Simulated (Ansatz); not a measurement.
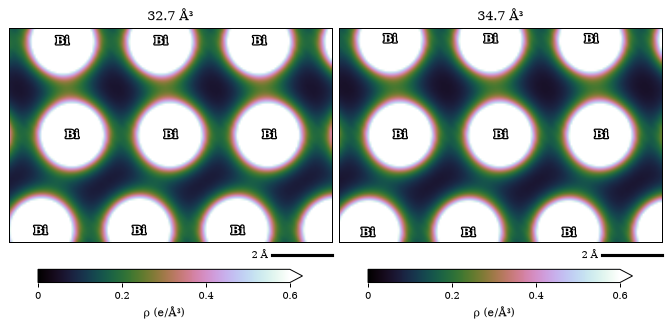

Bi. The valence electron density of cells scaled evenly to different volumes (given per atom above each panel), on the (11̄0) plane of each (indices in the axes of the cell below), at one length scale and on one colour scale.

A structure from a database of computed crystals, not necessarily the ambient phase.

Method: Kohn-Sham DFT of a periodic cell, HSE06, Ansatz PAW (Ansatz 0.2.0).

In a PAW calculation such maps are meaningful between the atoms, not at the nuclei.

The largest cell:

```xyz
2
Lattice="3.5117 -3.1533 0.0000 3.5117 3.1533 0.0000 -1.2686 0.0000 3.1342" Properties=species:S:1:pos:R:3 pbc="T T T"
Bi    4.2014    0.0000    2.6872
Bi    1.5534    0.0000    0.4470
```

| volume (Å³/atom) | Bi–Bi contact in the plane (Å) | ρ at its midpoint (e/Å³) | pressure (GPa) | 
| --- | --- | --- | --- |
| 32.66 | 3.168 | 0.250 | 0.3 | 
| 34.03 | 3.212 | ? | ? | 
| 34.71 | 3.233 | 0.230 | −2.7 | 

Q: Estimate the missing row, and compare with the calculation.

A: Over the known rows ln ρ falls by 1.28 per Å of Bi–Bi distance (the line through the two), which gives 0.236 e/Å³ at 3.212 Å; the calculation gives 0.236 e/Å³. For the pressure, a straight line in volume between the neighbouring rows gives −1.7 GPa; the calculation gives −1.8.
